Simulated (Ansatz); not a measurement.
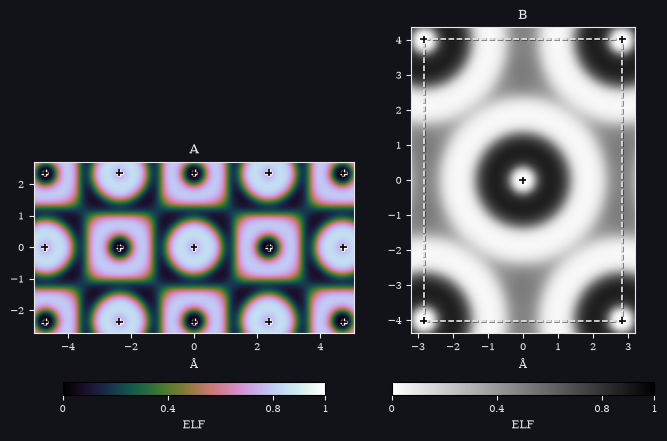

The ELF of 2 systems, each on a plane through atoms (crosses mark nuclei in the plane).

Theory: Ansatz, DFT r2SCAN, scalar-relativistic, plane waves, PAW.

System 1: HfC, the (100) plane of the conventional cell. Space group Fm-3m; changed on purpose from its base cell (volume × 1.06); computed pressure about −13 GPa in this cell.

System 2: Rb, the (101) plane of the conventional cell. Space group Im-3m; changed on purpose from its base cell (volume × 0.97); computed without spin polarisation.

### Which map belongs to which system?

Panel A is system 1, HfC: the plane holds Hf and C. Hf–C (2.37 Å): the ELF peaks at about 0.80 in the valence shell of C, 0.7 Å from its nucleus, and is about 0.25 at the midpoint (no localised pair shows between them). Panel B is system 2, Rb: the plane holds Rb. Rb–Rb (4.92 Å): the ELF is about 0.15 at the midpoint; no shared electron pair shows on this line.
